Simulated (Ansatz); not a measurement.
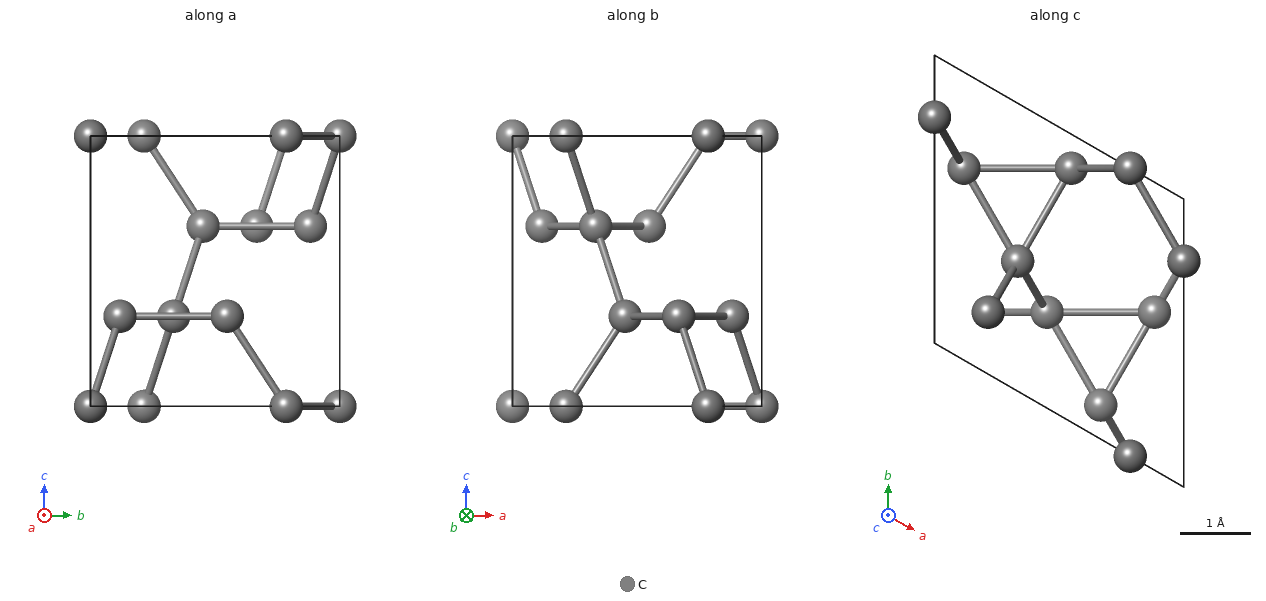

We look at a ball-and-stick model of the crystal along the a axis, along the b axis and along the c axis. The frame is the conventional unit cell; atoms at its boundary are shown with their periodic copies.

Lattice parameters: a = 4.1345 Å, b = 4.1345 Å, c = 3.8822 Å, α = 90.000°, β = 90.000°, γ = 120.000°.

Give the atomic positions as a CIF with its space group and independent sites, with free fractional coordinates to two decimals.

Answer.
```cif
data_structure
_symmetry_space_group_name_H-M 'R 3 2 :H'
_symmetry_Int_Tables_number 155
_cell_length_a 4.1345
_cell_length_b 4.1345
_cell_length_c 3.8822
_cell_angle_alpha 90.000
_cell_angle_beta 90.000
_cell_angle_gamma 120.000
_cell_volume 57.47
loop_
_atom_site_label
_atom_site_type_symbol
_atom_site_symmetry_multiplicity
_atom_site_Wyckoff_symbol
_atom_site_fract_x
_atom_site_fract_y
_atom_site_fract_z
_atom_site_occupancy
C1 C 9 d 0.6667 0.12 0.3333 1
```

The model was built from a random cell made by a generator, so it need not be a real form of the element. Atoms and cell were optimised with DFT PBE, scalar-relativistic, plane waves, PAW (Ansatz).
